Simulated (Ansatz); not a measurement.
Run report: PbO, Wannier-function calculation

System: PbO (P6₃/mmc, 4 atoms in the cell).
Method: maximally localised Wannier functions of PBE bands, plane waves, PAW, no spin polarisation (Ansatz 0.2.0).

The structure was built on a prototype by a generator. The geometry comes from this level: r2SCAN. It belongs to a series of runs on one base structure; here: anion s p.

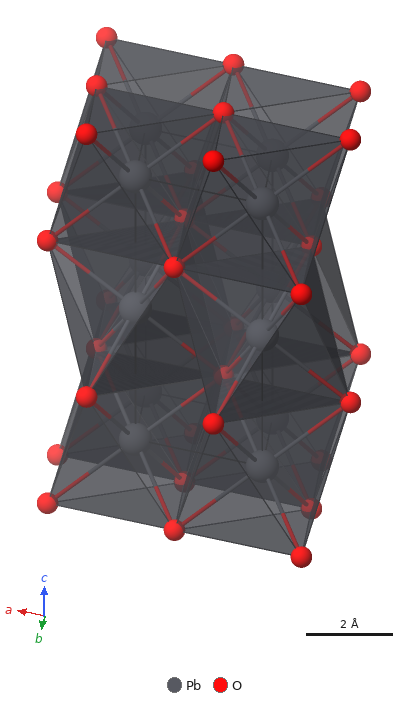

**Figure 1.** The structure (polyhedral view of the cell of the calculation, seen at an oblique angle; polyhedra are completed across the faces of the cell).

### Summary

- outcome: converged
- space group (tolerance 0.01 Å): P6₃/mmc (194)
- electrons treated: 40
- free energy: −24946.0160 eV
- total spread of the Wannier functions: 17.421 Å²
- Fermi energy: 10.374 eV
- band gap: none (metallic)
- hardware: 4 threads of AMD EPYC (Zen 3), 189 GiB of memory available, shared host
- wall time: 7.4 s (CPU time 25 s)
- peak memory: 0.42 GiB

Spin–orbit coupling is left out, which matters for Pb.

### The input
```yaml
crystal:
  lattice:
    - [3.5664584755, 0.0, 0.0]
    - [-1.7832292377, 3.0886436413, 0.0]
    - [0.0, 0.0, 6.4701096425]
  atoms:
    - { symbol: Pb, position: [0.0, 0.0, 0.0] }
    - { symbol: Pb, position: [0.0, 0.0, 0.5] }
    - { symbol: O, position: [0.3333333333, 0.6666666667, 0.25] }
    - { symbol: O, position: [0.6666666667, 0.3333333333, 0.75] }
kpoints:
  mp_grid: { grid: [6, 6, 4] }
  band_path:
    path:
      - [[0.0, 0.0, 0.0], [0.5, 3.425126006328e-17, 0.0], [0.3333333333333, 0.3333333333333, 0.0], [0.0, 0.0, 0.0], [0.0, 0.0, 0.5], [0.5, 3.425126006328e-17, 0.5], [0.3333333333333, 0.3333333333333, 0.5], [0.0, 0.0, 0.5]]
      - [[0.5, 3.425126006328e-17, 0.5], [0.5, 3.425126006328e-17, 0.0]]
      - [[0.3333333333333, 0.3333333333333, 0.5], [0.3333333333333, 0.3333333333333, 0.0]]
    npoints: 10
hamiltonian:
  xc: pbe
scf:
  occupations: { method: fermi_dirac, width: 0.02 }
  n_extra_bands: 6
output:
  forces: false
  stress: false
  eigenvalues: true
  wannier:
    kmesh: [6, 6, 4]
    projections: [{ species: O, l: s, shell: 2 }, { species: O, l: p, shell: 2 }]
    minimise: true
    write_hr: true
    conv_tol: 1.0e-08
    max_iter: 3000
```

### File wannier.win
```
! ansatz wannier90 interface
! projections by site (counted from 0) and shell: 2 2S, 3 2S, 2 2P, 3 2P
! states of the run's bands (counted from 1): 1-2, combinations of 13-21
! their least projectability: 0.5004
num_bands = 8
num_wann  = 8
num_iter  = 2000
conv_tol = 1e-8
conv_window = 5
guiding_centres = true
write_hr = true

begin unit_cell_cart
Ang
        3.566458475485381  -2.8867547497379045e-11                      0.0
      -1.7832292377176906       3.0886436413270943                      0.0
                      0.0                      0.0             6.4701096425
end unit_cell_cart

begin atoms_frac
Pb                       0.0                      0.0                      0.0
Pb                       0.0                      0.0                      0.5
O         0.3333333333333333       0.6666666666666666                     0.25
O         0.6666666666666666       0.3333333333333333                     0.75
end atoms_frac

mp_grid = 6 6 4
```

Launched with:
```bash
ansatz run input.yaml --threads 4 --pin off --max-ram 3686MiB --backend cpu --events-out ev --progress --plain --runs-dir out
```

### The program's output
```
scf.n_extra_bands = 6 over 20 filled bands (N_el = 40.0): the run solves 26 bands
Engine: ansatz 0.2.0, x86_64-unknown-linux-gnu
Pseudopotentials: kind: paw
Pseudopotential: Pb, paw, valence charge 14, recommended cutoff 420 eV (normal), Pb.paw.azcp
Pseudopotential: O, paw, valence charge 6, recommended cutoff 420 eV (normal), O.paw.azcp
Functional definition: PBE
  parameter kappa = 0.804
  parameter beta = 0.06672455060314922
  exchange = pbe_x(kappa = kappa, mu = beta*pi^2/3)
  correlation = pbe_c(beta = beta)
Crystal: 4 atoms, lattice volume = 71.272 Å³
Basis set: ecut = 420 eV, 1347 PW (Γ)
Bands: 26, of which v1, the nominal top of the filled ones, is band 20 counted from 1 (19 counted from 0)
Symmetry: 24 space group operations
Space group: P63/mmc (ITA 194), of the structure as read, at distance tolerance 4.1e-5 Å
k-points: 21 of 144
Non-local potential: Pb, projectors of the file, l = 0: 2, l = 1: 2, l = 2: 2, l = 3: 2
Non-local potential: O, projectors of the file, l = 0: 2, l = 1: 2, l = 2: 1
PAW form: soft (Blöchl's): semilocal exchange-correlation on the pseudo side does not see the compensation charge
PAW one-centre angular grid: Pb, 590 points (default); XC on 64 Gauss nodes
PAW one-centre angular grid: O, 110 points (default); XC on 64 Gauss nodes
Initial density: superposition of atomic densities (neutral atoms: chi_scale 0, normalization atom), corrected by the library's trained network
Initial wavefunctions: pseudopotential atomic-orbital guess
Functional: x = pbe(κ = 0.804, μ = 0.2195149727645171), c = pbe(β = 0.06672455060314922)
SCF iter   1: F=—  HF=-24946.016299 eV  |F-HF|=—  |Δ(HF+E_count)|=         —  Δρ=1.24e-3  dr2=4.66e-4  ethr=1.77e-3  ⟨swp⟩=7.5  Hψ=2620  notcnv=0
preconditioner: auto → Resta (q_TF=auto, 2.478 Å⁻¹)  ε∞=4.0  [insulator: Δε(μ)=0.157 eV  Ē_g=15.990 eV  σ=0.020 eV  W_gap=0.69  n_scr=22 (ndim 8)  ℏωp=27.8 eV  f_vac=0.007  D(μ)=0.50/eV (n_scr^D=2)  ε∞_Penn≈4.0]
SCF iter   2: F=—  HF=-24946.015688 eV  |F-HF|=—  |Δ(HF+E_count)|=   6.11e-4  Δρ=6.33e-4  dr2=1.29e-4  ethr=1.17e-6  ⟨swp⟩=2.6  Hψ=1255  notcnv=0  defer=17
SCF iter   3: F=—  HF=-24946.015965 eV  |F-HF|=—  |Δ(HF+E_count)|=   2.78e-4  Δρ=1.83e-4  dr2=1.78e-5  ethr=3.23e-7  ⟨swp⟩=2.0  Hψ=739  notcnv=0  defer=17
SCF iter   4: F=—  HF=-24946.016000 eV  |F-HF|=—  |Δ(HF+E_count)|=   3.52e-5  Δρ=5.12e-5  dr2=1.32e-6  ethr=4.44e-8  ⟨swp⟩=2.7  Hψ=914  notcnv=0  defer=17
iter 5 did not close the SCF: its close was put off for the readings that it lacked (scf_convergence_deferred on its scf_iter line)
SCF iter   5: F=-24946.016002 eV  HF=-24946.016002 eV  |F-HF|=2.17e-8  |Δ(HF+E_count)|=   2.06e-6  Δρ=7.06e-6  dr2=4.14e-8  ethr=3.30e-9  ⟨swp⟩=2.1  Hψ=908  notcnv=0  defer=17
SCF iter   6: F=-24946.016003 eV  HF=-24946.016003 eV  |F-HF|=1.09e-11  |Δ(HF+E_count)|=   3.44e-8  Δρ=2.37e-6  dr2=3.62e-9  ethr=1.03e-10  ⟨swp⟩=5.0  Hψ=1889  notcnv=0
SCF 1 converged in 6 iterations: F = -24946.016003 eV  dr2 = 3.62e-9
  greatest PAW one-centre occupation: 0.983 electrons in one spin orbital (limit 2), on the Pb atom at site 0 (counted from 0), in its partial waves of l = 2
NSCF: frozen V_eff on 93 k-points
NSCF: frozen V_eff on 25 k-points
the Wannier pass solved 25 of the 144 points of its mesh, and has the states at the others by symmetry: states obtained by the crystal's operations at points that were solved too leave a residual of 2.50e-13 eV (read by the count's bands and the next), within 5.56e-6 eV
NSCF: frozen V_eff on 25 k-points
the Wannier pass solved 25 of the 144 points of its mesh, and has the states at the others by symmetry: states obtained by the crystal's operations at points that were solved too leave a residual of 2.88e-13 eV (read by the count's bands and the next), within 5.56e-6 eV
SCF converged after 6 iterations
Free energy (F): -24946.016003 eV
Harris-Foulkes:  -24946.016003 eV  (|F-HF|=1.09e-11)
Internal energy: -24946.015380 eV  (E = F + TS)
E sigma→0 (E₀):  -24946.015691 eV
Entropy (-TS):   -0.000623 eV (-0.156 meV/atom)
Fermi energy:    10.373828 eV
--- Per-component energies (eV) ---
  E_band       = -45.125329
  E_kinetic    = 921.332729
  E_local      = -2489.944258  (includes V_loc(G=0)·N_el)
  E_nonlocal   = 796.539801
  E_hartree    = 956.035506
  E_xc         = -590.890802
  E_vxc        = -455.013634  (∫ρ·V_xc dr)
  E_paw        = -21120.642800  (= ΣΔE_a)
  E_vpaw       = -730.116997  (= ΣTr[D̂ρ^β])
  E_aug_tail   = 0.004796  (compensation charges beyond the density's cutoff)
  E_ewald      = -3418.450351
  E_smearing   = -0.000623  (= −TS)
  E_closure    = 0.000000  (closes the sum)
  Σ components = -24946.016003   (vs F -24946.016003, Δ=0.00e0)
--- Band table (eV; the first three rows and the last of 21) ---
  k-point 0: bands = ["-7.3568", "-6.7572", "-6.4721", "-6.2402", "-6.2402", "-6.2029", "-6.2029", "-6.1514", "-6.1514", "-6.0677", "-5.9725", "-5.9725", "1.2652", "2.5045", "7.5295", "8.1361", "8.1361", "8.5329", "8.5329", "10.2505", "10.8709", "16.6974", "16.6974", "18.2445", "18.2445", "18.2851"]
  k-point 1: bands = ["-7.2740", "-6.8514", "-6.4149", "-6.2346", "-6.2346", "-6.2083", "-6.2083", "-6.1279", "-6.1259", "-6.1259", "-5.9994", "-5.9994", "1.4176", "2.2850", "7.8240", "8.1962", "8.1962", "8.4764", "8.4764", "9.4269", "12.0495", "16.3412", "16.8560", "16.8560", "17.9120", "17.9120"]
  k-point 2: bands = ["-7.0682", "-7.0682", "-6.2732", "-6.2732", "-6.2213", "-6.2213", "-6.2213", "-6.2213", "-6.0633", "-6.0633", "-6.0633", "-6.0633", "1.8197", "1.8197", "8.3382", "8.3382", "8.3382", "8.3382", "8.5345", "8.5345", "13.9740", "13.9740", "17.3072", "17.3072", "17.3072", "17.3072"]
  k-point 20: bands = ["-7.2364", "-7.2364", "-6.1672", "-6.1672", "-6.1386", "-6.1386", "-6.1295", "-6.1295", "-6.1258", "-6.1258", "-5.3070", "-5.3070", "2.7515", "2.7515", "5.8781", "5.8781", "8.0862", "8.0862", "9.1650", "9.1650", "11.6528", "11.6528", "14.5630", "14.5630", "15.6228", "15.6228"]
Wannier search: line search 1 of at most 3000: gauge-dependent spread (as the search counts it) 1.1457755 Å², largest recent change 5.6e-2 Å² and fall left 1.7e-3 Å² against conv_tol 1.0e-8 Å², 0 stops escaped
```

### File wannier.spreads.toml
```
omega_i_ang2 = 16.77089483390796
omega_d_ang2 = 0.0483887284245402
omega_od_ang2 = 0.6020687616021743
omega_total_ang2 = 17.421352323934673
least_projectability = 0.5003913192401532
b_vectors_match_mmn = true
n_iter = 30
converged = true
rejected_fitted_steps = 3

[[wannier]]
r = [-0.2599839111550585, 2.2091974679864483, 1.6757431762295905]
spread = 2.1005040495706533

[[wannier]]
r = [1.52324549179114, 0.8794461800842305, 4.910798213431588]
spread = 2.1005040627922433

[[wannier]]
r = [2.0432129894274285, 0.8794460906683249, 4.91079828468641]
spread = 2.100504363418171

[[wannier]]
r = [0.25998359464045084, 2.2091974952219324, 1.6757437851089925]
spread = 2.1005045200549244

[[wannier]]
r = [0.00000001723556728410736, 1.7588924775433168, 1.6757437699907765]
spread = 2.1005045461847596

[[wannier]]
r = [1.783229233870004, 1.3297509311434426, 4.910798978662165]
spread = 2.1005046725456005

[[wannier]]
r = [0.00000029977428223058493, 2.0590956046036686, 1.441399926575995]
spread = 2.4091630384060814

[[wannier]]
r = [1.7832292303280342, 1.0295483167313257, 4.676454465702515]
spread = 2.4091630709618066

[[curvature_check]]
after_line_search = 11
omega_tilde_before_ang2 = 0.9034057118758634
krylov_steps = 41
lowest_ritz_value_ang2 = -0.47877108341129493
residual_ang2 = 1.396327257974798e-18
settled = true
first_negative_step = 3
curvature_along_ang2 = -0.2766601469374108
angle_rad = 0.7614190378357882
omega_tilde_after_ang2 = 0.8305066575186766
outcome = "escaped"

[[curvature_check]]
after_line_search = 30
omega_tilde_before_ang2 = 0.6504574900267145
krylov_steps = 37
lowest_ritz_value_ang2 = 0.07799780607157153
residual_ang2 = 1.7665842551738467e-10
settled = true
outcome = "no-negative-curvature"
```

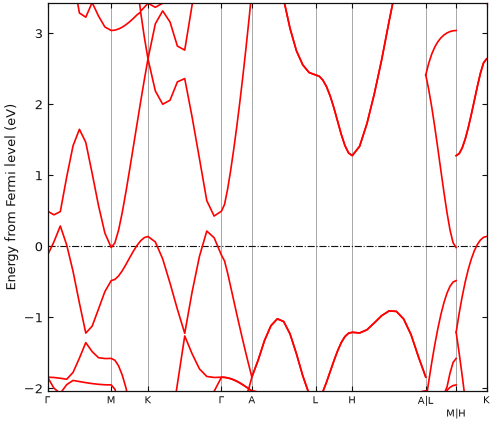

**Figure 2.** Band structure along Γ–M–K–Γ–A–L–H–A|L–M|H–K, with energies from the Fermi level. Bands cross the Fermi level: a metal at this level of theory.
